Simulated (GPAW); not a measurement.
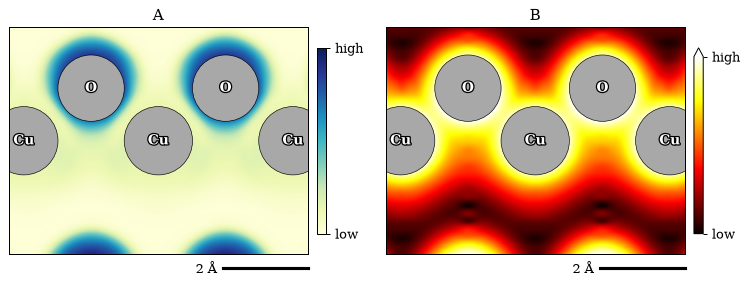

CuO: 2 fields on the (100) plane of the conventional cell, with unlabelled colour scales. Grey discs cover the atomic cores.

Space group P4/nmm; a generated structure, not necessarily the stable one; not relaxed (largest force 1.2 eV/Å); computed pressure about 12 GPa in this cell.

Level of theory: Kohn-Sham DFT of a periodic cell, r2SCAN, GPAW PAW data sets (gpaw-data 1.2.1) in GPAW 26.7.0.

Q: Match the panels to the quantities (electron localisation function and valence pseudo-density).

A: Panel A: electron localisation function. Panel B: valence pseudo-density. From the grid: Cu–O (2.02 Å): ρ at the midpoint is about 0.58 e/Å³; the ELF peaks at about 0.80 in the valence shell of O, 0.6 Å from its nucleus, and is about 0.20 at the midpoint; no shared electron pair shows on this line.
